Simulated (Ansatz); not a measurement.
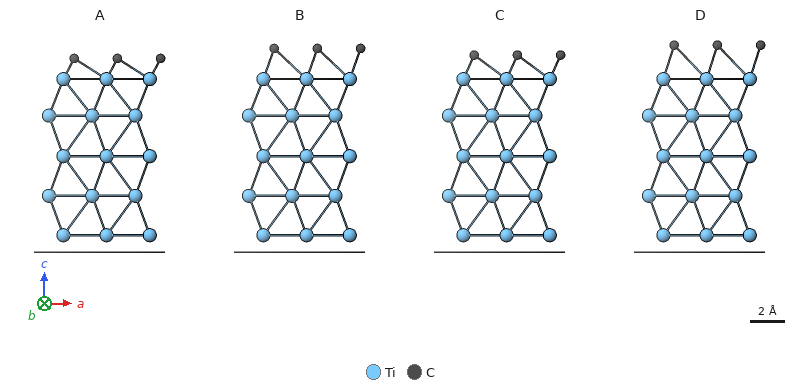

4 geometries from one constrained relaxation of a slab of composition Ti5C (cut from the P6_3/mmc phase), in shuffled order. A ball-and-stick model of the 3 × 2 repeat of the cell, outlined in the plane, without the vacuum, seen along the b axis.

Case: C over the place (1/4, 2/4) of the surface cell, its height relaxed. The slab is the (0 0 1) face of Ti with C on it. 5 atoms are held fixed.

All numbers below come from DFT r2SCAN, scalar-relativistic, plane waves, PAW (Ansatz). Settings: plane-wave cutoff 500 eV; k-point mesh 12 × 12 × 1; occupations gaussian; smearing width 0.1 eV; no spin polarisation; dipole correction; atoms relaxed in a fixed cell; force threshold 0.02 eV/Å; at most 25 steps.

**Put them in the order of the run, from the start to the converged end.**

D, B, C, A. They are steps 0, 1, 3, 6, at +1.465 eV per cell of the calculation, +1.005 eV per cell of the calculation, +0.166 eV per cell of the calculation relative to the last. After 5 accepted moves (6 points after the start) the energy has fallen by 1.465 eV per cell of the calculation. The largest force component goes from 2.4 to 0.0075 eV/Å. 1 step only repeated the SCF at the same geometry. The C atom moves most: 0.78 Å along the normal (−c). Ti stays in place. The lattice vectors keep their values. Among the contacts that change: C–Ti 2.370 → 1.760 Å, C–Ti 2.788 → 2.292 Å. Bond angles that change, for instance: Ti–C–Ti 68.8° → 91.9°, Ti–C–Ti 63.5° → 79.7°.

Limits of the set-up: the periodic images lie only 2.9 Å apart, so the values are limited by the cell's size.
